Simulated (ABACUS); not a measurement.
# KBr: 7 runs along one coordinate

System: KBr (Fm-3m, 2 atoms in the cell).
Method: Kohn-Sham DFT of a periodic cell, PBE, PseudoDojo NC SR 0.4.1 PBE standard, no spin polarisation (ABACUS 3.10.1).

The 7 runs differ only in the geometry, by an even scaling of the cell at fixed fractional positions. The structure derives from an entry of the Crystallography Open Database.

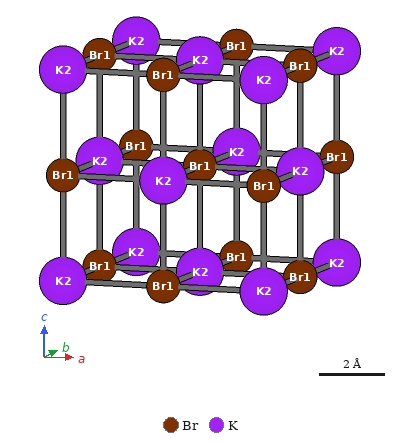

Figure 1. The structure of run 4 (ball-and-stick view of the cell 4 times as large as that of the calculation, set on its symmetry axes, seen slightly off an axis; atoms are numbered from 1 in the order of the input).

### The input of run 4
```
INPUT_PARAMETERS
suffix              KBr
calculation         scf
basis_type          pw
pseudo_dir          ./
symmetry            1
dft_functional      pbe
ecutwfc             74
pseudo_rcut         10
nspin               1
nbands              12
ks_solver           dav
smearing_method     fd
smearing_sigma      0.00367493
scf_thr             1e-08
scf_nmax            100
mixing_type         broyden
mixing_beta         0.7
cal_force           1
cal_stress          1
kpar                4
```

### File STRU of run 4
```
ATOMIC_SPECIES
Br 79.9040 Br.upf
K 39.0983 K.upf

LATTICE_CONSTANT
1.8897261246

LATTICE_VECTORS
0.0000000000 3.3000000000 3.3000000000
3.3000000000 0.0000000000 3.3000000000
3.3000000000 3.3000000000 0.0000000000

ATOMIC_POSITIONS
Direct

Br
0.0
1
0.5000000000 0.5000000000 0.5000000000 1 1 1

K
0.0
1
0.0000000000 0.0000000000 0.0000000000 1 1 1
```

### File KPT of run 4
```
K_POINTS
0
Gamma
7 7 7 0 0 0
```

Command:
```bash
OMP_NUM_THREADS=1 mpirun -np 4 abacus > log
```

Run 6 differs from it as follows:
```diff
-0.0000000000 3.3000000000 3.3000000000
-3.3000000000 0.0000000000 3.3000000000
-3.3000000000 3.3000000000 0.0000000000
+0.0000000000 3.3434260326 3.3434260326
+3.3434260326 0.0000000000 3.3434260326
+3.3434260326 3.3434260326 0.0000000000
```

### Results, with one run withheld

| run | volume per atom (Å³) | free energy per atom, from the lowest run given (meV) | pressure (GPa) | gap on the mesh (eV) |
| --- | --- | --- | --- | --- |
| 1 | 33.781 | 20.50 | 1.90 | 4.61 |
| 2 | 34.500 | 12.99 | 1.45 | 4.55 |
| 3 | 35.218 | 7.36 | 1.06 | 4.49 |
| 4 | 35.937 | 3.41 | 0.70 | 4.44 |
| 5 | 36.656 | 0.98 | 0.38 | 4.38 |
| 6 | 37.374 | ? | ? | ? |
| 7 | 38.093 | 0.00 | −0.15 | 4.28 |

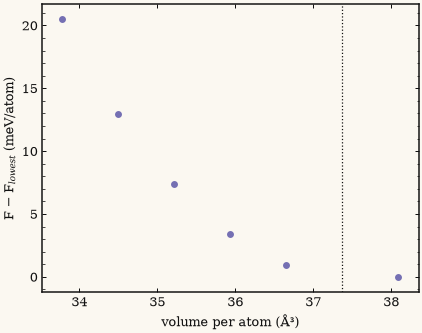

Figure 2. Free energy per atom of the runs given; the dotted line marks run 6.

Estimate the energy of run 6 from the others.

A cubic polynomial in V^(−2/3) (the Birch–Murnaghan form), fitted to the 6 runs given, misses them by under 0.01 meV per atom. With x = V^(−2/3) − 0.09232 Å⁻², it reads F = 4.8015 + 3045.6 x + 4.697e+05 x² + 2.0028e+06 x³ (meV per atom). At run 6 it gives −0.11 meV per atom, and the run itself gives −0.12. The slope of the fit gives a pressure −dF/dV of 0.10 GPa there, and the run prints 0.10 GPa. The fit has its minimum at 37.658 Å³ per atom, where V d²F/dV² gives 13.5 GPa: the bulk modulus at this level, since symmetry fixes the shape and the positions. The gap on the mesh goes, without turning, from 4.61 eV in run 1 to 4.28 eV in run 7; run 6 has 4.33 eV. These are gaps of this functional on this mesh, which can miss the band edges; they aren't the measured gap.

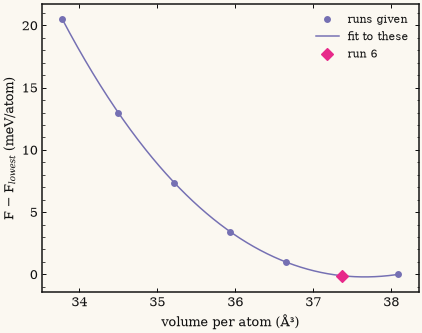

Figure 3. The fit and the withheld run.

### Some lines of the output (run 6)
```
[...]
                          Volume (Bohr^3) = 504.431
                             Volume (A^3) = 74.7489
 E_Fermi        0.1104060640         1.5021515648
 E_Fermi        0.2730106855         3.7145009374
 E_Fermi        0.2734791884         3.7208752467
 E_Fermi        0.2748105251         3.7389890112
 E_Fermi        0.2494468695         3.3938987737
 E_Fermi        0.2495826845         3.3957466311
 E_KS(sigma->0) -91.8367915111       -1249.5036505892
 E_Fermi        0.2496163103         3.3962041337
 final etot is -1249.5036506 eV
 EFERMI = 3.3962041337 eV
 TOTAL-PRESSURE: 1.007349 KBAR
 !FINAL_ETOT_IS -1249.5036505891728211 eV
```
